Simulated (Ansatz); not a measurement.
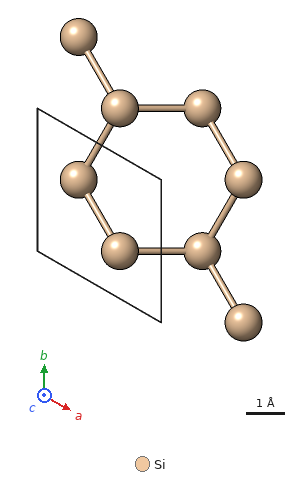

Crystalline Si (P6_3/mmc): the cell is strained equally along x and y, with the atoms kept at their fractional coordinates. x, y and z are the Cartesian axes of the input. The picture shows the reference cell. Style: ball-and-stick. Shown: the cell of the calculation, repeated 2 × 2 × 1 with one cell outlined, along the c axis.

Theory: DFT r2SCAN, scalar-relativistic, plane waves, PAW in Ansatz. Set-up: plane-wave cutoff 500 eV; k-point mesh 12 × 12 × 4; occupations gaussian; smearing width 0.05 eV; no spin polarisation. Energies (free energies at the smearing named) are counted from the relaxed crystal.

```
Si
1.0
     3.83191    0.00000    0.00000
    -1.91595    3.31853    0.00000
     0.00000    0.00000    6.34182
Si
4
Direct
  0.33333 0.66667 0.06309
  0.66667 0.33333 0.56309
  0.33333 0.66667 0.43691
  0.66667 0.33333 0.93691
```

### Predict the energy profile (the strain: −0.0600, −0.0450, −0.0300, −0.0150, 0.0000, 0.0150, 0.0300, 0.0450, 0.0525, 0.0600).

```
 strain  E − E(ref) (meV/atom)
−0.0600                  145.0
−0.0450                   78.2
−0.0300                   33.4
−0.0150                    8.0
 0.0000                    0.0
 0.0150                    7.3
 0.0300                   28.0
 0.0450                   60.6
 0.0525                   80.8
 0.0600                  103.4
```

The lowest computed point lies at the strain 0.00 (0.0 meV/atom). The end points stand at 145.0 meV/atom (−0.06) and 103.4 meV/atom (0.06). The curvature at zero strain, (1/V) d²E/dε², is about 540 GPa; it is C₁₁ + C₂₂ + 2C₁₂ with clamped ions. The distortion keeps the space group P6_3/mmc. At the strain −0.06 the cell of the drawing goes a 3.832 → 3.602 Å, b 3.832 → 3.602 Å.

The computed profile:

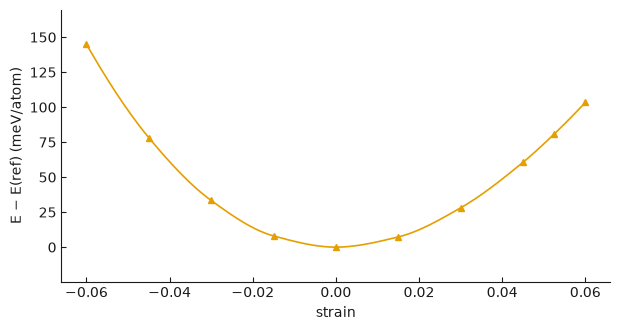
